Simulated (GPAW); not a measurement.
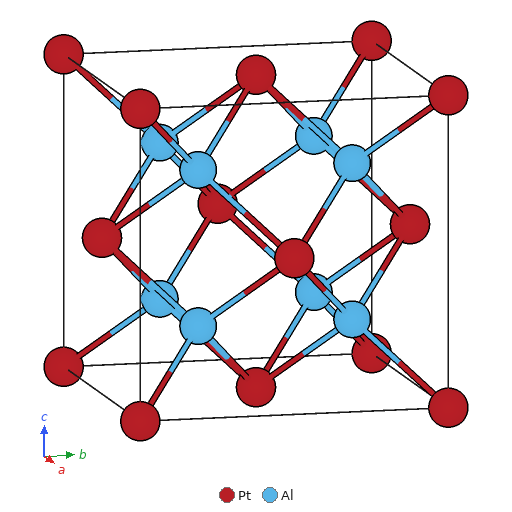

System: Al₂Pt, space group Fm-3m (No. 225). The picture shows the conventional cell.

The given structure:
```
Pt Al
1.0
     0.00000    2.95500    2.95500
     2.95500    0.00000    2.95500
     2.95500    2.95500    0.00000
Pt Al
1 2
Direct
  0.00000 0.00000 0.00000
  0.75000 0.75000 0.75000
  0.25000 0.25000 0.25000
```

Calculation (GPAW 26.7.0): PAW DFT in plane waves, on a grid or in atomic orbitals, no spin polarisation; energies at scaled volumes of the given cell, shape and fractions fixed, counted from the fit's minimum, third-order Birch-Murnaghan fit. Level: LDA.

```tsv
setting	value
k mesh	8×8×8
occupations	Fermi–Dirac
smearing width	0.05 eV
potentials	GPAW PAW data sets (gpaw data 1.2.1)
wave cutoff	600 eV
program settings	basis pw
```

What does the calculation give for the energy and pressure against volume? The volume takes the values 16.17, 16.51, 16.86, 17.20, 17.55, 17.89, 18.23 Å³/atom.

A third-order Birch–Murnaghan fit gives V0 = 16.76 Å³/atom, B0 = 145 GPa and B′ = 4.5. The energy is 10.07 meV/atom at volume 16.17 Å³/atom and 50.05 meV/atom at 18.23 Å³/atom; the lowest computed point is at volume 16.86 Å³/atom (0.25 meV/atom), in a single well. The pressure falls from 5.61 GPa at volume 16.17 Å³/atom to −10.10 GPa at 18.23 Å³/atom, and changes sign near 16.76 Å³/atom.

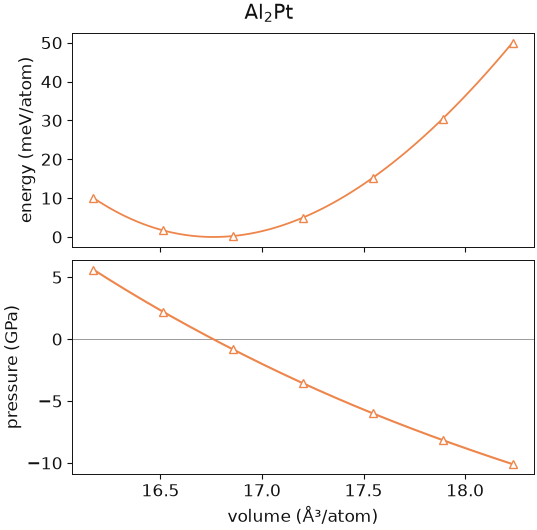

Note: spin-orbit coupling left out, heavy elements.
